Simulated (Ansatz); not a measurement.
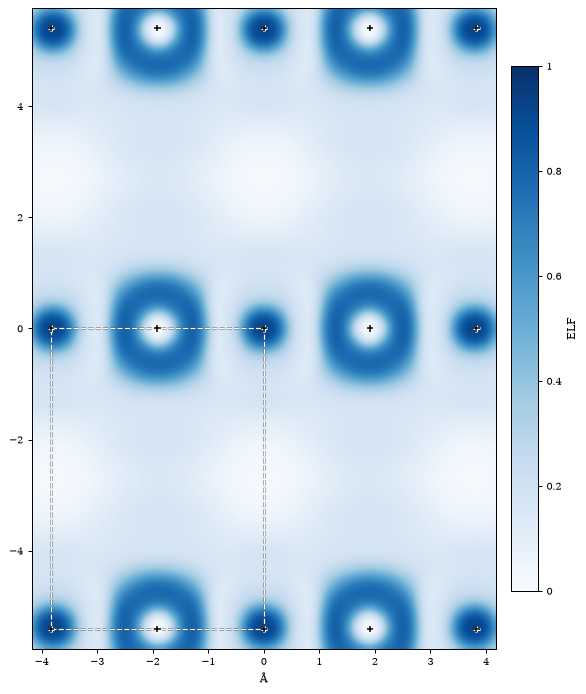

The ELF on a plane through atoms (crosses mark nuclei in the plane).

All numbers below come from Ansatz, DFT PBE, scalar-relativistic, plane waves, PAW.

Candidates:
A. Al, a = 4.04 Å, b = 4.04 Å, c = 4.04 Å, α = 90.00°, β = 90.00°, γ = 90.00°. Space group Fm-3m; computed without spin polarisation.
B. Cu₃N, a = 3.83 Å, b = 3.83 Å, c = 3.83 Å, α = 90.00°, β = 90.00°, γ = 90.00°. Space group Pm-3m; computed without spin polarisation.

> Which system is this?

Candidate B: Cu₃N on the (101) plane of the conventional cell, which holds Cu and N. Cu–N (1.91 Å): the ELF peaks at about 0.80 in the valence shell of N, 0.6 Å from its nucleus, and is about 0.30 at the midpoint.
